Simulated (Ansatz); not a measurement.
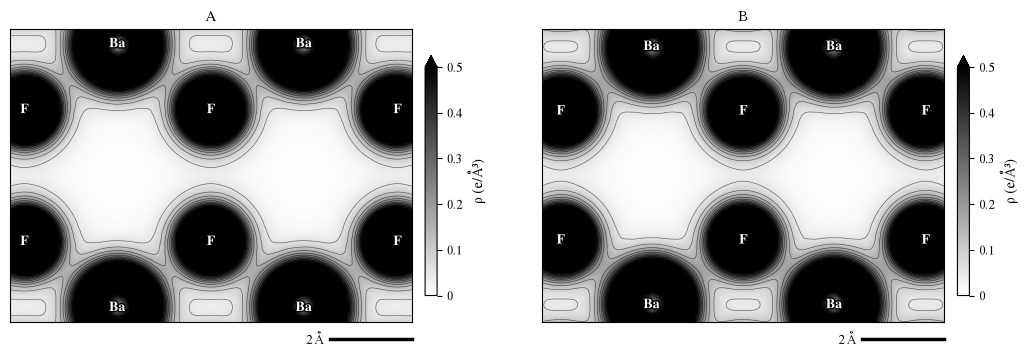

BaF₂. The valence pseudo-density of two cells that differ in size, on the (011̄) plane of each (indices in the axes of the calculation cell), at one length scale and on one colour scale; one has 20.9 and the other 22.3 Å³ an atom.

The calculation used DFT PBE, scalar-relativistic, plane waves, PAW in Ansatz 0.2.0.

The density is the valence pseudo-density of a PAW calculation; it isn't the true density close to the nuclei.

The larger cell:

```yaml
crystal:
  lattice:
    - [0.00000, 3.22381, 3.22381]
    - [3.22381, 0.00000, 3.22381]
    - [3.22381, 3.22381, 0.00000]
  atoms:
    - { symbol: Ba, position: [0.00000, 0.00000, 0.00000] }
    - { symbol: F, position: [0.25000, 0.25000, 0.25000] }
    - { symbol: F, position: [0.75000, 0.75000, 0.75000] }
```

The smaller cell: a = 4.460 Å, b = 4.460 Å, c = 4.460 Å, α = 60.00°, β = 60.00°, γ = 60.00°.

Which is the denser cell? Describe the effect of the change.

Answer. Panel B is the smaller cell, by 6 % in volume. From the larger cell to the smaller, Ba–F goes from 2.79 to 2.73 Å, and the density at its midpoint from 0.19 to 0.21 e/Å³; the pressure goes from −4.1 to −1.5 GPa; the Kohn–Sham gap goes from 6.3 eV to 6.6 eV.
